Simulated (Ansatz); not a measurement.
MoS$_{2}$: geometry relaxation (part 3 of 3)

The same run, continued: MoS$_{2}$ (slab, 18 atoms in the cell); DFT PBE+D3(BJ), scalar-relativistic, plane waves, PAW, no spin polarisation (Ansatz 0.2.0); cutoff 420 eV, 5×5×1 k-mesh, Gaussian smearing of 0.1 eV. The structure derives from an entry of the Crystallography Open Database. The input holds or restrains some coordinates. Forces given for the steps count only the free coordinates. It belongs to a series of runs on one base structure; here: clean slab, lower half held.

Trajectory as extended XYZ, continued:
```
18
Lattice="6.2669 0.0000 0.0000 -1.5667 6.0272 0.0000 0.0000 0.0000 23.6733" Properties=species:S:1:pos:R:3:forces:R:3 step=4 energy=-40574.76280
S     1.5667    4.7139    8.5000    0.0000   1.5725  -0.7560
S     4.7002    4.7139    8.5000    0.0000   1.5725  -0.7560
Mo    1.5667    0.4073    9.1537    0.0002  -2.5955   3.0341
Mo    4.7002    0.4073    9.1537    0.0002  -2.5955   3.0341
S     3.1335    2.1278    9.8075   -0.0001   0.4063  -1.2111
S     0.0000    2.1278    9.8075   -0.0001   0.4063  -1.2111
S     3.1335    5.1212   11.1829   -0.0001   0.5732  -0.8875
S     0.0000    5.1212   11.1829   -0.0001   0.5732  -0.8875
Mo    3.1334    0.7991   11.7946   -0.0001   0.0787  -0.6222
Mo    0.0000    0.7991   11.7946   -0.0001   0.0787  -0.6222
S     4.7002    2.5999   12.4032    0.0001  -0.0438  -0.1249
S     1.5667    2.5999   12.4032    0.0001  -0.0438  -0.1249
S     4.7002    5.6041   13.9410    0.0000   0.0509   0.0605
S     1.5667    5.6041   13.9410    0.0000   0.0509   0.0605
Mo    4.7002    1.3570   14.2510    0.0000   0.2117   0.4633
Mo    1.5667    1.3570   14.2510    0.0000   0.2117   0.4633
S     0.0000    2.5642   15.5321    0.0000  -0.2536   0.0440
S     3.1334    2.5642   15.5321    0.0000  -0.2536   0.0440
18
Lattice="6.2669 0.0000 0.0000 -1.5667 6.0272 0.0000 0.0000 0.0000 23.6733" Properties=species:S:1:pos:R:3:forces:R:3 step=5 energy=-40574.89348
S     1.5667    4.7139    8.5000    0.0001   1.4961  -0.7229
S     4.7002    4.7139    8.5000    0.0001   1.4961  -0.7229
Mo    1.5667    0.4073    9.1537   -0.0001  -2.6293   3.0016
Mo    4.7002    0.4073    9.1537   -0.0001  -2.6293   3.0016
S     3.1335    2.1278    9.8075    0.0000   0.6457  -1.2485
S     0.0000    2.1278    9.8075    0.0000   0.6457  -1.2485
S     3.1335    5.1212   11.1829   -0.0001   0.4091  -0.9624
S     0.0000    5.1212   11.1829   -0.0001   0.4091  -0.9624
Mo    3.1334    0.7980   11.7438    0.0002   0.0992  -0.2223
Mo    0.0000    0.7980   11.7438    0.0002   0.0992  -0.2223
S     4.7002    2.5767   12.4294    0.0000   0.0671  -0.0495
S     1.5667    2.5767   12.4294    0.0000   0.0671  -0.0495
S     4.7002    5.6423   13.9453   -0.0001   0.0097   0.0697
S     1.5667    5.6423   13.9453   -0.0001   0.0097   0.0697
Mo    4.7001    1.3802   14.3139    0.0002   0.1409   0.2531
Mo    1.5667    1.3802   14.3139    0.0002   0.1409   0.2531
S     0.0000    2.4634   15.6989    0.0000  -0.2389  -0.1198
S     3.1334    2.4634   15.6989    0.0000  -0.2389  -0.1198
18
Lattice="6.2669 0.0000 0.0000 -1.5667 6.0272 0.0000 0.0000 0.0000 23.6733" Properties=species:S:1:pos:R:3:forces:R:3 step=6 energy=-40574.92584
S     1.5667    4.7139    8.5000    0.0004   1.4350  -0.7018
S     4.7002    4.7139    8.5000    0.0004   1.4350  -0.7018
Mo    1.5667    0.4073    9.1537   -0.0009  -2.6181   2.9152
Mo    4.7002    0.4073    9.1537   -0.0009  -2.6181   2.9152
S     3.1335    2.1278    9.8075    0.0000   0.8516  -1.3577
S     0.0000    2.1278    9.8075    0.0000   0.8516  -1.3577
S     3.1335    5.1212   11.1829    0.0000   0.3606  -1.0300
S     0.0000    5.1212   11.1829    0.0000   0.3606  -1.0300
Mo    3.1335    0.8035   11.7071    0.0005   0.0049   0.1418
Mo    0.0000    0.8035   11.7071    0.0005   0.0049   0.1418
S     4.7002    2.5684   12.4563    0.0000  -0.0110  -0.0364
S     1.5668    2.5684   12.4563    0.0000  -0.0110  -0.0364
S     4.7002    5.6271   13.9368   -0.0002   0.0401  -0.0254
S     1.5667    5.6271   13.9368   -0.0002   0.0401  -0.0254
Mo    4.7002    1.3507   14.3409    0.0002  -0.0903   0.0530
Mo    1.5667    1.3507   14.3409    0.0002  -0.0903   0.0530
S     0.0000    2.2959   15.7977   -0.0001   0.0273   0.0414
S     3.1335    2.2959   15.7977   -0.0001   0.0273   0.0414
18
Lattice="6.2669 0.0000 0.0000 -1.5667 6.0272 0.0000 0.0000 0.0000 23.6733" Properties=species:S:1:pos:R:3:forces:R:3 step=7 energy=-40574.92365 accepted=F
S     1.5667    4.7139    8.5000    0.0004   1.4525  -0.6870
S     4.7002    4.7139    8.5000    0.0004   1.4525  -0.6870
Mo    1.5667    0.4073    9.1537   -0.0007  -2.6011   2.9606
Mo    4.7002    0.4073    9.1537   -0.0007  -2.6011   2.9606
S     3.1335    2.1278    9.8075    0.0002   0.7529  -1.1755
S     0.0000    2.1278    9.8075    0.0002   0.7529  -1.1755
S     3.1335    5.1212   11.1829    0.0009   0.4371  -0.9709
S     0.0000    5.1212   11.1829    0.0009   0.4371  -0.9709
Mo    3.1336    0.8057   11.7338   -0.0013   0.0002  -0.2014
Mo    0.0001    0.8057   11.7338   -0.0013   0.0002  -0.2014
S     4.7002    2.5583   12.4829    0.0003   0.0472   0.0437
S     1.5668    2.5583   12.4829    0.0003   0.0472   0.0437
S     4.7002    5.6282   13.9286    0.0004  -0.0858   0.1295
S     1.5667    5.6282   13.9286    0.0004  -0.0858   0.1295
Mo    4.7002    1.3392   14.3749   -0.0002   0.0020  -0.0800
Mo    1.5668    1.3392   14.3749   -0.0002   0.0020  -0.0800
S     0.0000    2.2602   15.8519    0.0000  -0.0049  -0.0190
S     3.1335    2.2602   15.8519    0.0000  -0.0049  -0.0190
18
Lattice="6.2669 0.0000 0.0000 -1.5667 6.0272 0.0000 0.0000 0.0000 23.6733" Properties=species:S:1:pos:R:3:forces:R:3 step=8 energy=-40574.92975
S     1.5667    4.7139    8.5000    0.0004   1.4460  -0.6963
S     4.7002    4.7139    8.5000    0.0004   1.4460  -0.6963
Mo    1.5667    0.4073    9.1537   -0.0008  -2.6144   2.9436
Mo    4.7002    0.4073    9.1537   -0.0008  -2.6144   2.9436
S     3.1335    2.1278    9.8075    0.0001   0.7915  -1.2437
S     0.0000    2.1278    9.8075    0.0001   0.7915  -1.2437
S     3.1335    5.1212   11.1829    0.0003   0.3876  -1.0009
S     0.0000    5.1212   11.1829    0.0003   0.3876  -1.0009
Mo    3.1335    0.8036   11.7207    0.0000   0.0028  -0.0020
Mo    0.0000    0.8036   11.7207    0.0000   0.0028  -0.0020
S     4.7002    2.5618   12.4736    0.0000  -0.0152   0.0039
S     1.5668    2.5618   12.4736    0.0000  -0.0152   0.0039
S     4.7002    5.6169   13.9394    0.0000   0.0062  -0.0123
S     1.5668    5.6169   13.9394    0.0000   0.0062  -0.0123
Mo    4.7002    1.3348   14.3577    0.0000   0.0029   0.0107
Mo    1.5668    1.3348   14.3577    0.0000   0.0029   0.0107
S     0.0000    2.2749   15.8221    0.0000  -0.0073  -0.0030
S     3.1335    2.2749   15.8221    0.0000  -0.0073  -0.0030
```

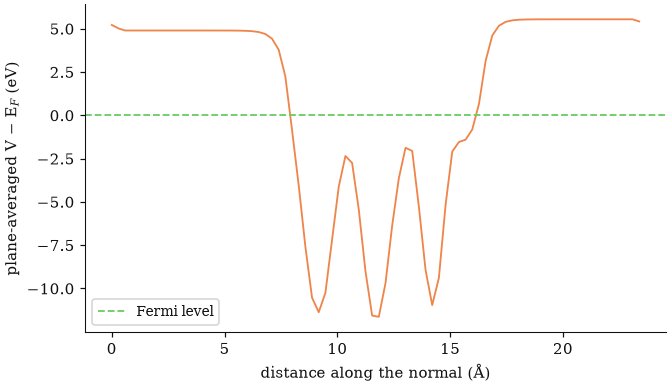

**Figure 1.** Plane average of the electrostatic potential energy of an electron across the cell, from the Fermi level. The vacuum level lies 5.55 eV above the Fermi level on the upper side and 4.90 eV on the lower.

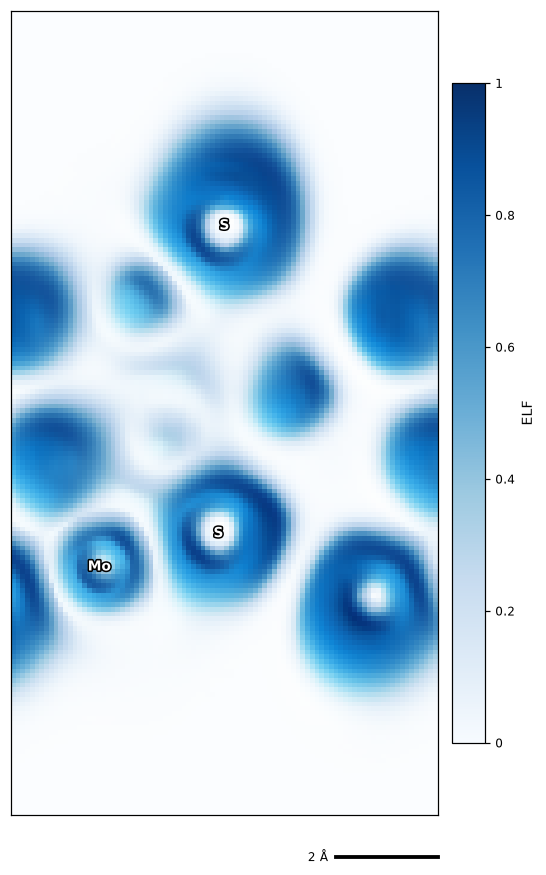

**Figure 2.** Electron localisation function on the (11̄0) plane of the calculation cell, a cut from vacuum to vacuum. Atoms in the plane: Mo and S. The strong features right at Mo lie inside the PAW spheres (semicore, d or f shells) and say nothing about bonding. Core electrons are frozen (PAW), so the fields are smoothed inside the atomic spheres.

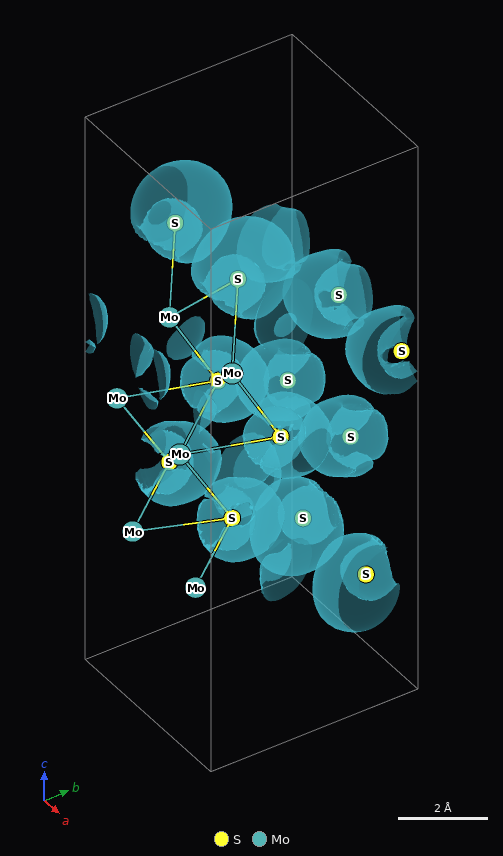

**Figure 3.** Isosurface of the electron localisation function at 0.8 (cyan), seen at an oblique angle. Core shells and regions of very low density are left out. Sticks mark near contacts. Along the contacts the grid gives the following. Mo–S (2.25 Å): the ELF is about 0.50 at the midpoint. Mo–S (2.33 Å): the ELF is about 0.40 at the midpoint.

The run was set up as follows.

Input file:
```yaml
crystal:
  lattice:
    - [6.2669154366, 0.0, 0.0]
    - [-1.5667288591, 6.0271650297, 0.0]
    - [0.0, 0.0, 23.6733296132]
  atoms:
    - { symbol: S, position: [0.4455286917, 0.782114767, 0.3590538441] }
    - { symbol: S, position: [0.9455286917, 0.782114767, 0.3590538441] }
    - { symbol: Mo, position: [0.2668927957, 0.0675711827, 0.3866691261] }
    - { symbol: Mo, position: [0.7668927957, 0.0675711827, 0.3866691261] }
    - { symbol: S, position: [0.5882568996, 0.3530275984, 0.4142844082] }
    - { symbol: S, position: [0.0882568996, 0.3530275984, 0.4142844082] }
    - { symbol: S, position: [0.7124214874, 0.8496859497, 0.472384718] }
    - { symbol: S, position: [0.2124214874, 0.8496859497, 0.472384718] }
    - { symbol: Mo, position: [0.5337855913, 0.1351423654, 0.5] }
    - { symbol: Mo, position: [0.0337855913, 0.1351423654, 0.5] }
    - { symbol: S, position: [0.8551496953, 0.4205987811, 0.527615282] }
    - { symbol: S, position: [0.3551496953, 0.4205987811, 0.527615282] }
    - { symbol: S, position: [0.9793142831, 0.9172571323, 0.5857155918] }
    - { symbol: S, position: [0.4793142831, 0.9172571323, 0.5857155918] }
    - { symbol: Mo, position: [0.800678387, 0.202713548, 0.6133308739] }
    - { symbol: Mo, position: [0.300678387, 0.202713548, 0.6133308739] }
    - { symbol: S, position: [0.1220424909, 0.4881699637, 0.6409461559] }
    - { symbol: S, position: [0.6220424909, 0.4881699637, 0.6409461559] }
basis:
  ecutwfc: 420
kpoints:
  mp_grid: { grid: [5, 5, 1] }
hamiltonian:
  xc: pbe
  dispersion: d3bj
scf:
  occupations: { method: gaussian, width: 0.1 }
output:
  forces: true
  eigenvalues: true
  write_density: true
  write_potential: true
  elf: true
  volumetric_format: npy
relax:
  adjacent_minimum: "off"
  f_tol: 0.03
  max_steps: 70
  constraints: [{ sites: [0, 1, 2, 3, 4, 5, 6, 7] }]
efield:
  axis: 3
  dipole_correction: true
  ramp_width: 0.04
```

Run as:
```bash
ansatz run input.yaml --threads 4 --pin off --max-ram 10240MiB --backend cpu --events-out ev --progress --plain --runs-dir out
```

Summary:

| quantity | value |
| --- | --- |
| outcome | converged under the restraints of the input |
| electrons treated | 156 |
| free energy | −40574.9298 eV |
| work function, top face | 5.55 eV |
| work function, bottom face | 4.90 eV |
| Fermi energy | 0.621 eV |
| gap on the k-point mesh | none (metallic) |
| final volume | 894.18 Å³ |
| work function (upper face) | 5.55 eV |
| largest force (length of the vector) at the end, held atoms and coordinates included | 3.937 eV/Å |
| hardware | 4 threads of Intel Xeon (Granite Rapids), 192 GiB of memory available, shared host |
| wall time | 2.4 min (CPU time 9.2 min) |
| peak memory | 2.4 GiB |

Notes:

The program warns: the exchange-correlation potential is rough where the density is thin.
